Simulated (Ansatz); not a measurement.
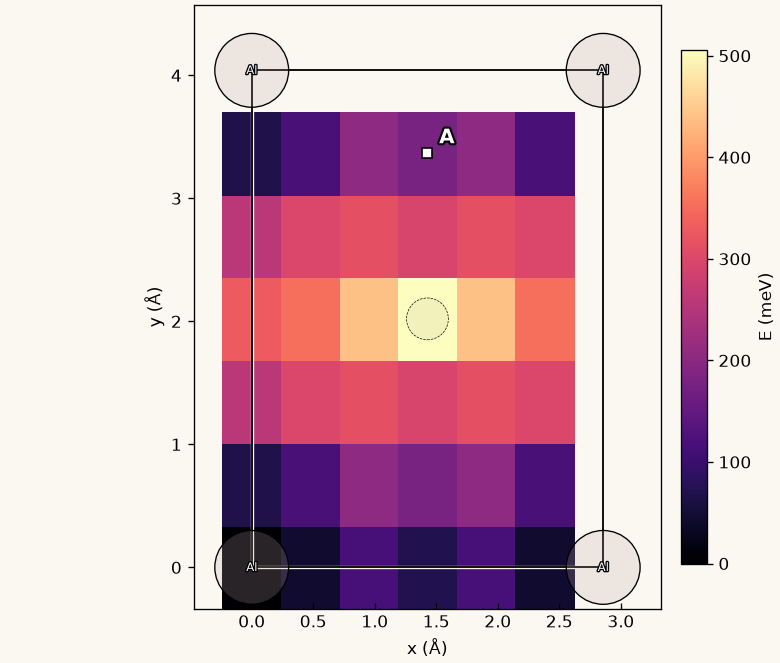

H on an Al(110) slab cut from the Fm-3m phase, its upper half relaxed before the scan (16 atoms of substrate and one adsorbate in a 2 × 2 cell). H is moved over the surface cell; relaxed at each place: the height of the adsorbate's atoms; substrate rigid; the origin of the map has the adsorbate above Al13. Places are given modulo a cell vector. The map is drawn in real space over the plane of the surface. The grid has 6 × 6 points; 16 points were computed and 20 follow by symmetry. Places are given in fractions of the 1 × 1 surface cell. All energies are given in meV relative to the lowest grid point. The relaxed height changes by up to 0.8 Å between neighbouring points. Method: DFT PBE, scalar-relativistic, plane waves, PAW (Ansatz 0.2.0). Settings: cutoff 420 eV, k-mesh 5×4×1, gaussian smearing 0.1 eV, no spin polarisation.

The picture shows one coloured cell a grid point, labelled circles for the atoms of the top layer and small ones for the second layer, the outline of one cell of the plane, the point A.

Which way does the force act at A, and how strong is it?

A, at (3/6, 5/6) of the cell vectors, is not a stationary point. The computed force is 0.27 eV/Å in the plane, pointing up in the picture (components 0.00 and 0.27 eV/Å).

PAW datasets: the set soft_1.
